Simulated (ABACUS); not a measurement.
Ta: band-structure run (part 2 of 2)

Continued. System: Ta (Im-3m, 1 atom in the cell). Method: Kohn-Sham DFT of a periodic cell, TM, SG15 ONCV 1.2 PBE, no spin polarisation (ABACUS 3.10.1); cutoff 938.79 eV, 7×7×7 k-mesh, fermi-dirac of 0.05 eV. The structure derives from an entry of the Crystallography Open Database.

Geometry of the input (Å; fractional positions):
```
-1.6513  1.6513  1.6513
1.6513  -1.6513  1.6513
1.6513  1.6513  -1.6513
Ta 0.0000  0.0000  0.0000
```

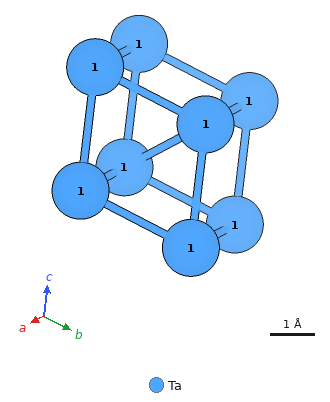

The structure (ball-and-stick view of the cell of the calculation, seen slightly off an axis; atoms are numbered from 1 in the order of the input).

**The program's output, continued**
```
----------------------------------------------------------

 PW ALGORITHM --------------- ION=   1  ELEC=   4--------------------------------

 Density error is 6.90931330122e-05
                          Error Threshold = 3.14060506181e-06
----------------------------------------------------------
     Energy           Rydberg                 eV
----------------------------------------------------------
 E_KohnSham     -496.1758499770      -6750.8187696807
 E_Harris       -496.2322235129      -6751.5857709850
 E_Fermi        2.1660137163         29.4701284884
----------------------------------------------------------

 PW ALGORITHM --------------- ION=   1  ELEC=   5--------------------------------

 Density error is 1.89576001418e-06
                          Error Threshold = 2.55900492638e-07
----------------------------------------------------------
     Energy           Rydberg                 eV
----------------------------------------------------------
 E_KohnSham     -496.1758823097      -6750.8192095890
 E_Harris       -496.1722181573      -6750.7693562390
 E_Fermi        2.1664280667         29.4757660146
----------------------------------------------------------

 PW ALGORITHM --------------- ION=   1  ELEC=   6--------------------------------

 Density error is 9.18871419055e-08
                          Error Threshold = 7.02133338587e-09
----------------------------------------------------------
     Energy           Rydberg                 eV
----------------------------------------------------------
 E_KohnSham     -496.1758827913      -6750.8192161415
 E_Harris       -496.1712587827      -6750.7563032777
 E_Fermi        2.1662983000         29.4740004484
----------------------------------------------------------

 PW ALGORITHM --------------- ION=   1  ELEC=   7--------------------------------

 Density error is 9.14744764369e-11
                          Error Threshold = 3.40322747798e-10
----------------------------------------------------------
     Energy           Rydberg                 eV
----------------------------------------------------------
 E_KohnSham     -496.1758828181      -6750.8192165063
 E_KS(sigma->0) -496.1756987501      -6750.8167121330
 E_Harris       -496.1758410151      -6750.8186477475
 E_band         14.1709551270        192.8057358289
 E_one_elec     -128.7102363993      -1751.1926059575
 E_Hartree      97.7049314187        1329.3437899930
 E_xc           -40.0733855813       -545.2263820570
 E_Ewald        -425.0968241202      -5783.7390097382
 E_entropy(-TS) -0.0003681360        -0.0050087467
 E_descf        0.0000000000         0.0000000000
 E_exx          0.0000000000         0.0000000000
 E_Fermi        2.1663182817         29.4742723129
----------------------------------------------------------

 charge density convergence is achieved
 final etot is -6750.8192165 eV
 EFERMI = 29.474272313 eV

 STATE ENERGY(eV) AND OCCUPATIONS    NSPIN == 1
 1/5 kpoint (Cartesian) = 0.0000 0.0000 0.0000 (1205 pws)
       1       -37.3690     0.00583090
       2       -3.38487     0.00583090
       3       -3.38487     0.00583090
       4       -3.38487     0.00583090
       5        10.9040     0.00583090
       6        10.9040     0.00583090
       7        10.9040     0.00583090
       8        10.9528     0.00583090
       9        10.9528     0.00583090
      10        10.9528     0.00583090
      11        10.9829     0.00583090
      12        21.7459     0.00583090
      13        30.4134    4.06356e-11
      14        30.4134    4.06356e-11
      15        30.4134    4.06356e-11
      16        33.6488    3.20976e-39
      17        33.6488    3.20976e-39
      18        43.9948        0.00000
      19        43.9948        0.00000
      20        43.9948        0.00000
      21        55.1728        0.00000
      22        55.1728        0.00000
      23        57.7183        0.00000
      24        57.7183        0.00000

 2/5 kpoint (Cartesian) = 0.043256 -0.043256 0.0000 (1177 pws)
       1       -37.3478      0.0699708
       2       -3.61683      0.0699708
       3       -3.45691      0.0699708
       4       -3.38616      0.0699708
       5        10.9074      0.0699708
       6        10.9121      0.0699708
       7        10.9129      0.0699708
       8        10.9449      0.0699708
       9        10.9487      0.0699708
      10        10.9506      0.0699708
      11        10.9731      0.0699708
      12        22.6038      0.0699708
      13        29.8735    2.38196e-05
      14        30.1428    1.09248e-07
      15        31.2915    1.15011e-17
      16        33.0317    8.82438e-33
      17        33.6677    2.63977e-38
      18        44.6410        0.00000
      19        45.5021        0.00000
      20        45.9451        0.00000
      21        51.1924        0.00000
      22        52.4533        0.00000
      23        56.5470        0.00000
      24        57.8629        0.00000

 3/5 kpoint (Cartesian) = 0.086513 -0.086513 0.0000 (1170 pws)
       1       -37.3001      0.0699708
       2       -4.11169      0.0699708
       3       -3.61574      0.0699708
       4       -3.38921      0.0699708
       5        10.9115      0.0699708
       6        10.9226      0.0699708
       7        10.9284      0.0699708
       8        10.9305      0.0699708
       9        10.9397      0.0699708
      10        10.9493      0.0699708
      11        10.9649      0.0699708
      12        24.4632      0.0699708
      13        28.8730      0.0699704
      14        29.4490      0.0436441
      15        33.2189    2.08615e-34
      16        33.7271    8.03692e-39
      17        33.9322    1.32924e-40
      18        43.7325        0.00000
      19        45.2404        0.00000
      20        49.3225        0.00000
      21        51.0654        0.00000
      22        51.8734        0.00000
      23        52.7645        0.00000
      24        55.5014        0.00000

 4/5 kpoint (Cartesian) = 0.12977 -0.12977 0.0000 (1170 pws)
       1       -37.2615      0.0699708
       2       -4.48564      0.0699708
       3       -3.74022      0.0699708
       4       -3.39181      0.0699708
       5        10.9088      0.0699708
       6        10.9103      0.0699708
       7        10.9108      0.0699708
       8        10.9455      0.0699708
       9        10.9528      0.0699708
      10        10.9572      0.0699708
      11        10.9639      0.0699708
      12        25.2503      0.0699708
      13        28.2083      0.0699708
      14        30.5737    1.97417e-11
      15        33.6175    7.19377e-38
      16        34.4585    3.56903e-45
      17        36.7873    2.11342e-65
      18        41.5019        0.00000
      19        41.9661        0.00000
      20        46.9760        0.00000
      21        51.6496        0.00000
      22        54.0547        0.00000
      23        55.5550        0.00000
      24        55.6974        0.00000

 5/5 kpoint (Cartesian) = 0.043256 0.043256 -0.086513 (1162 pws)
       1       -37.3134       0.139942
       2       -3.95535       0.139942
       3       -3.54572       0.139942
       4       -3.43941       0.139942
       5        10.9138       0.139942
       6        10.9220       0.139942
       7        10.9265       0.139942
       8        10.9291       0.139942
       9        10.9454       0.139942
      10        10.9472       0.139942
      11        10.9626       0.139942
      12        24.0595       0.139942
      13        29.2472       0.138466
      14        29.3112       0.134771
      15        32.6098    8.14306e-29
      16        33.1168    3.21422e-33
      17        34.1508    3.35859e-42
      18        45.2476        0.00000
      19        45.7228        0.00000
      20        47.4350        0.00000
      21        50.0711        0.00000
      22        51.3805        0.00000
      23        54.5378        0.00000
      24        58.3334        0.00000

------------------------------------------------------------------------------------------
 TOTAL-FORCE (eV/Angstrom)
------------------------------------------------------------------------------------------
                       Ta1         0.0000000000         0.0000000000         0.0000000000
------------------------------------------------------------------------------------------

----------------------------------------------------------------
 TOTAL-STRESS (KBAR)
----------------------------------------------------------------
       -57.5500992852        -0.0000000000        -0.0000000000
        -0.0000000000       -57.5500992852         0.0000000000
         0.0000000000         0.0000000000       -57.5500992852
----------------------------------------------------------------
 TOTAL-PRESSURE: -57.550099 KBAR

 --------------------------------------------
 !FINAL_ETOT_IS -6750.8192165063128414 eV
 --------------------------------------------
```

**Standard output**
```
ABACUS v3.10.1

               Atomic-orbital Based Ab-initio Computation at UStc

 dft_functional readin is: MGGA_X_TM+MGGA_C_TM
 dft_functional in pseudopot file is: PBE
 Please make sure this is what you need

%%%%%%%%%%%%%%%%%%%%%%%%%%%%%%%%%%%%%%%%%%%%%%%%%%%%%%%%%%%%%%%%%%%%%%%%%%%%%%%%%%%%%%%%%%%%%%%%%%%%%%%%%
 Warning: the number of valence electrons in pseudopotential > 5 for Ta: [Xe] 4f14 5d3 6s2
 Pseudopotentials with additional electrons can yield (more) accurate outcomes, but may be less efficient.
 If you're confident that your chosen pseudopotential is appropriate, you can safely ignore this warning.
%%%%%%%%%%%%%%%%%%%%%%%%%%%%%%%%%%%%%%%%%%%%%%%%%%%%%%%%%%%%%%%%%%%%%%%%%%%%%%%%%%%%%%%%%%%%%%%%%%%%%%%%%

 UNIFORM GRID DIM        : 30 * 30 * 30
 UNIFORM GRID DIM(BIG)   : 30 * 30 * 30
func,idMGGA_X_TM 540
func,idMGGA_C_TM 251
 ---------------------------------------------------------
 Self-consistent calculations for electrons
 ---------------------------------------------------------
 SPIN    KPOINTS         PROCESSORS  THREADS
 1       20              4           4
 ---------------------------------------------------------
 Use plane wave basis
 ---------------------------------------------------------
 ELEMENT NATOM       XC
 Ta      1
 ---------------------------------------------------------
 Initial plane wave basis and FFT box
 ---------------------------------------------------------
 -------------------------------------------
 SELF-CONSISTENT :
 -------------------------------------------
 START CHARGE      : atomic
 ITER       ETOT/eV          EDIFF/eV         DRHO         DKIN     TIME/s
 DA1     -6.74941133e+03   0.00000000e+00   7.5595e-02   6.9962e-01   3.87
 DA2     -6.75059629e+03  -1.18496733e+00   1.1140e-02   3.5638e-01   1.50
 DA3     -6.75080715e+03  -2.10856046e-01   8.4796e-04   8.4227e-02   1.36
 DA4     -6.75081877e+03  -1.16207253e-02   6.9093e-05   1.0010e-02   1.58
 DA5     -6.75081921e+03  -4.39908338e-04   1.8958e-06   6.6977e-04   1.42
 DA6     -6.75081922e+03  -6.55249039e-06   9.1887e-08   2.4927e-04   1.34
 DA7     -6.75081922e+03  -3.64776878e-07   9.1474e-11   2.6264e-04   1.26
----------------------------------------------------------------
 TOTAL-STRESS (KBAR)
----------------------------------------------------------------
       -57.5500992852        -0.0000000000        -0.0000000000
        -0.0000000000       -57.5500992852         0.0000000000
         0.0000000000         0.0000000000       -57.5500992852
----------------------------------------------------------------
 TOTAL-PRESSURE: -57.550099 KBAR
```

**Summary**

| quantity | value |
| --- | --- |
| outcome | converged |
| space group (tolerance 0.01 Å) | Im-3m (229) |
| electrons treated | 27 |
| free energy | −6750.8192 eV |
| Fermi energy of the self-consistent step | 29.474 eV |
| gap on the k-point mesh | none (metallic) |
| pressure | −5.76 GPa |
| largest force (length of the vector) | under 0.001 eV/Å |
| wall time | 13 s (CPU time 52 s) |
| peak memory | 0.24 GiB |

**Notes**

Spin–orbit coupling is left out, which matters for Ta. The cell is under a tension of 5.8 GPa at this level, so it is not at its equilibrium volume.
